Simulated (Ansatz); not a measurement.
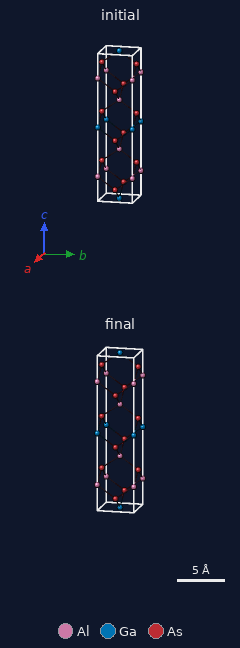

The structure of solid Al$_{2}$GaAs$_{3}$ (a generated structure, set up in I-4m2) (coarse preliminary run) before (top) and after (bottom) a relaxation, at one scale.

A ball-and-stick model of the conventional cell (2 times the calculation's cell), seen slightly off an axis. Lengths and directions refer to the drawn axes.

Level of theory: DFT PBE, scalar-relativistic, plane waves, PAW (Ansatz 0.2.0).

Input file:
```yaml
crystal:
  lattice:
    - [-1.92681343, 1.92681343, 8.17477707]
    - [1.92681343, -1.92681343, 8.17477707]
    - [1.92681343, 1.92681343, -8.17477707]
  atoms:
    - { symbol: Al, position: [0.83333333, 0.83333333, 0.0] }
    - { symbol: Al, position: [0.16666667, 0.16666667, 0.0] }
    - { symbol: Ga, position: [0.5, 0.5, 0.0] }
    - { symbol: As, position: [0.58333333, 0.08333333, 0.5] }
    - { symbol: As, position: [0.25, 0.75, 0.5] }
    - { symbol: As, position: [0.91666667, 0.41666667, 0.5] }
basis:
  ecutwfc: 420
kpoints:
  mp_grid: { grid: [6, 6, 6] }
hamiltonian:
  xc: pbe
scf:
  occupations: { method: gaussian, width: 0.1 }
  lower_state_search: "off"
output:
  forces: true
  stress: true
  eigenvalues: true
relax:
  adjacent_minimum: "off"
  f_tol: 0.04
  max_steps: 70
  cell: { stress_tol: 0.4 }
```

Run as
```bash
ansatz run input.yaml --threads 1 --pin off --max-ram 2560MiB --backend cpu --events-out ev --progress --plain --runs-dir out
```

What changed between the two?

Answer. The energy falls by 127 meV per atom in 3 accepted moves (4 points after the start). Largest force component: 0.098 eV/Å at the start, 0.0013 eV/Å at the end. The pressure goes from 13.91 to 0.06 GPa. At 1 point the geometry stayed and the basis and grid were re-selected for the new cell (energy shift of 1.3 meV per atom at most each time). The largest moves relative to the cell, 0.010 Å, are those of As4 and As6. As6 goes along −c. Largest moves by element: As 0.010 Å, Al 0.002 Å. Ga stays in place. Cell: a = b 3.854 → 4.058 Å (+5.3 %), c 16.350 → 17.158 Å (+4.9 %). Volume +16.4 %. Near-neighbour distances that change, for instance: Ga3–As4 2.360 → 2.488 Å, Al1–As5 2.360 → 2.481 Å. The space group stays I-4m2 (No. 119).
